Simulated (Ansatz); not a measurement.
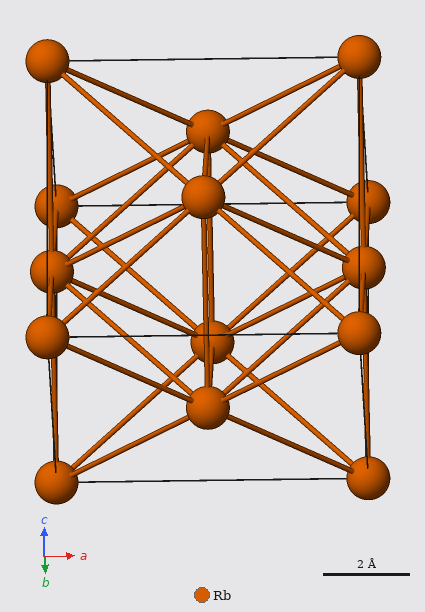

Reference structure: a symmetric starting cell of Rb. Style: ball-and-stick. Shown: the conventional cell (4 times the calculation's cell), from a free direction. Lengths and directions refer to the drawn axes.

The calculation used DFT PBEsol, scalar-relativistic, plane waves, PAW in Ansatz 0.2.0. Set-up: plane-wave cutoff 420 eV; k-point mesh 10 × 9 × 9; occupations gaussian; smearing width 0.1 eV; no spin polarisation.

The variant: The cell is strained by −1.1 % along [1 −1 −1] and +1.9 % across it (volume +2.7 %), the atoms keeping their fractional coordinates. No relaxation follows. The starting cell wasn't computed here and needn't be at equilibrium, so pressure and forces aren't due to the change alone.

The input:
```yaml
crystal:
  lattice:
    - [0.0727976934, 3.6368271669, 3.6368271669]
    - [3.7096248603, 0.0, 3.7096248603]
    - [3.7096248603, 3.7096248603, 0.0]
  atoms:
    - { symbol: Rb, position: [0.0, 0.0, 0.0] }
basis:
  ecutwfc: 420
kpoints:
  mp_grid: { grid: [10, 9, 9] }
hamiltonian:
  xc: pbesol
scf:
  occupations: { method: gaussian, width: 0.1 }
output:
  forces: true
  stress: true
  eigenvalues: true
  populations: true
```

Command:
```bash
ansatz run input.yaml --threads 1 --pin off --max-ram 1331MiB --backend cpu --events-out ev --progress --plain --runs-dir out
```

**What does the calculation give for the changed structure?**

The pressure is −0.3 GPa (not all of it need come from the change, since the unchanged cell can be under pressure at this level too). The principal stresses (compression positive) are −0.2 GPa roughly along [1 −1 −1] and −0.4 GPa across it. All forces vanish by symmetry. Some distances before and after: Rb–Rb 5.148 → 5.144 to 5.246 Å. The space group (tolerance 0.01 Å) goes from Fm-3m (No. 225) to R-3m (No. 166).

Drawn alike, the variant:

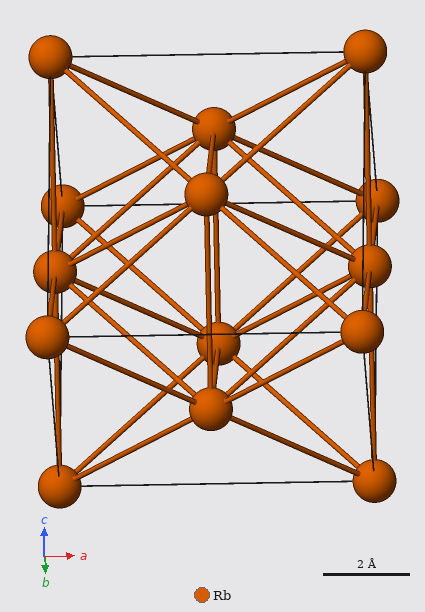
